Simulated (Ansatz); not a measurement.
# Run report: MoS2, single-point calculation (part 1 of 3)

System: MoS2 (6 atoms in the cell).
Method: DFT PBE, scalar-relativistic, plane waves, PAW, spin-polarised (Ansatz 0.2.0).

The structure derives from an entry of the Crystallography Open Database. It belongs to a series of runs on one base structure; here: random orbitals: harmonics, high filling. Figures and captions count atoms from 1; the log counts them from 0 in places.

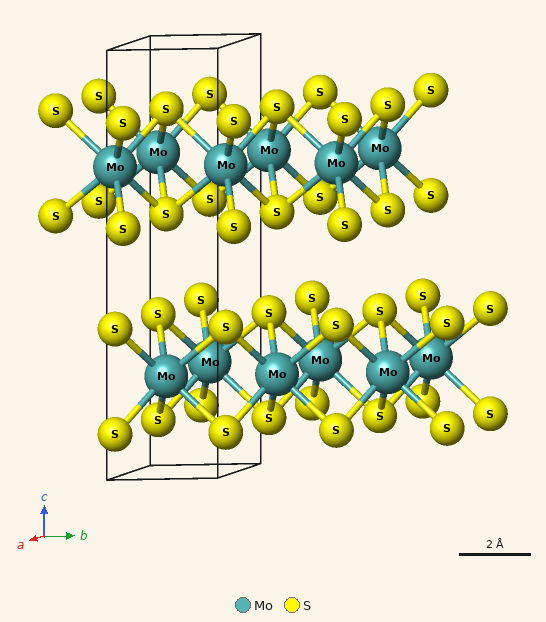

*The input geometry (ball-and-stick view of the cell of the calculation, repeated 2 × 3 × 1, seen slightly off an axis; bonded neighbours outside the cell are drawn too).*

Near neighbours in the crystal (not all of them lie inside the picture): Mo has 6 S at 2.37 Å; S has 3 Mo at 2.37 Å.

The input
```yaml
crystal:
  lattice:
    - [3.16100152, 0.0, 0.0]
    - [-1.58050076, 2.73750762, 0.0]
    - [0.0, 0.0, 12.2949997]
  atoms:
    - { symbol: Mo, position: [0.3333333333, 0.6666666667, 0.25], spin: 2.0 }
    - { symbol: Mo, position: [0.6666666667, 0.3333333333, 0.75], spin: -2.0 }
    - { symbol: S, position: [0.3333333333, 0.6666666667, 0.6275] }
    - { symbol: S, position: [0.6666666667, 0.3333333333, 0.1275] }
    - { symbol: S, position: [0.3333333333, 0.6666666667, 0.8725] }
    - { symbol: S, position: [0.6666666667, 0.3333333333, 0.3725] }
basis:
  ecutwfc: 420
  ecutrho_ratio: 4
kpoints:
  mp_grid: { grid: [7, 7, 2] }
hamiltonian:
  xc: pbe
  hubbard:
    sites:
      - { site: 0, l: d, u_eff: 0.0, starting_ns: [{ spin: up, occupation_matrix: s0up }, { spin: down, occupation_matrix: s0down }] }
      - { site: 1, l: d, u_eff: 0.0, starting_ns: [{ spin: up, occupation_matrix: s1up }, { spin: down, occupation_matrix: s1down }] }
    occupation_matrices:
      s0up:
        matrix:
          - [0.02, 0.0, 0.0, 0.0, 0.0]
          - [0.0, 0.02, 0.0, 0.0, 0.0]
          - [0.0, 0.0, 0.97, 0.0, 0.0]
          - [0.0, 0.0, 0.0, 0.97, 0.0]
          - [0.0, 0.0, 0.0, 0.0, 0.02]
      s0down:
        matrix:
          - [0.02, 0.0, 0.0, 0.0, 0.0]
          - [0.0, 0.02, 0.0, 0.0, 0.0]
          - [0.0, 0.0, 0.02, 0.0, 0.0]
          - [0.0, 0.0, 0.0, 0.02, 0.0]
          - [0.0, 0.0, 0.0, 0.0, 0.02]
      s1up:
        matrix:
          - [0.02, 0.0, 0.0, 0.0, 0.0]
          - [0.0, 0.02, 0.0, 0.0, 0.0]
          - [0.0, 0.0, 0.02, 0.0, 0.0]
          - [0.0, 0.0, 0.0, 0.02, 0.0]
          - [0.0, 0.0, 0.0, 0.0, 0.02]
      s1down:
        matrix:
          - [0.02, 0.0, 0.0, 0.0, 0.0]
          - [0.0, 0.02, 0.0, 0.0, 0.0]
          - [0.0, 0.0, 0.97, 0.0, 0.0]
          - [0.0, 0.0, 0.0, 0.97, 0.0]
          - [0.0, 0.0, 0.0, 0.0, 0.02]
    ns_hold: { iters: 12 }
scf:
  occupations: { method: gaussian, width: 0.05 }
  lower_state_search: "off"
  max_iter: 150
output:
  forces: true
  stress: true
  eigenvalues: true
  populations: true
  hubbard: { sites: [{ site: 0, l: d }, { site: 1, l: d }] }
  write_density: true
  write_potential: true
  elf: true
  volumetric_format: npy
magnetization:
  spin_polarized: true
```

Machine: 4 threads of AMD EPYC (Zen 3), 189 GiB of memory available, shared host.

Run as:
```bash
ansatz run input.yaml --threads 4 --pin off --max-ram 6144MiB --backend cpu --events-out ev --progress --plain --runs-dir out
```

What the program printed
```
Warning: crystal.symmetry: narrowed to the stabiliser of the occupation matrices — unitary ops 12 → 4, anti-unitary 12 → 4; lowered by the specified shells (site 0, l: d), (site 1, l: d); largest admitted image defect 4.4e-16, smallest excluded 7.1e-1 — at a splitting's scale: the group the occupation matrices' own texture admits
Mo: projections on atomic orbitals take those of the free atom [Ar 3d10] 4s2 4p6 4d5 5s1, of charge +0.00 (hamiltonian.pseudopotentials.projection_atoms); the dataset's partial waves leave at most 6.0e-6 of an orbital's norm unspanned inside its sphere
S: projections on atomic orbitals take those of the free atom [Ne] 3s2 3p4, of charge +0.00 (hamiltonian.pseudopotentials.projection_atoms); the dataset's partial waves leave at most 1.6e-7 of an orbital's norm unspanned inside its sphere
Engine: ansatz 0.2.0, x86_64-unknown-linux-gnu
Pseudopotentials: kind: paw
Pseudopotential: Mo, paw, valence charge 14, recommended cutoff 420 eV (normal), Mo.paw.azcp
Pseudopotential: S, paw, valence charge 6, recommended cutoff 420 eV (normal), S.paw.azcp
Functional definition: PBE
  parameter kappa = 0.804
  parameter beta = 0.06672455060314922
  exchange = pbe_x(kappa = kappa, mu = beta*pi^2/3)
  correlation = pbe_c(beta = beta)
Crystal: 6 atoms, lattice volume = 106.392 Å³
Basis set: ecut = 420 eV, 2057 PW (Γ), exchange–correlation on 48×48×180 points (8 copies of the dense FFT grid, shifted against one another)
Bands: 34, of which v1, the nominal top of the filled ones, is band 26 counted from 1 (25 counted from 0)
Symmetry: 4 space group operations
k-points: 32 of 98 (time reversal used)
Non-local potential: Mo, projectors of the file, l = 0: 3, l = 1: 2, l = 2: 2, l = 3: 1
Non-local potential: S, projectors of the file, l = 0: 2, l = 1: 2, l = 2: 2
PAW form: soft (Blöchl's): semilocal exchange-correlation on the pseudo side does not see the compensation charge
PAW one-centre angular grid: Mo, 590 points (default); XC on 64 Gauss nodes
PAW one-centre angular grid: S, 110 points (default); XC on 64 Gauss nodes
Initial density: superposition of atomic densities (chi_scale 0.1, normalization cell)
Starting moments: Σ|m| = 4 μB on 2 of 6 sites
Initial wavefunctions: pseudopotential atomic-orbital guess
Functional: x = pbe(κ = 0.804, μ = 0.2195149727645171), c = pbe(β = 0.06672455060314922)
```
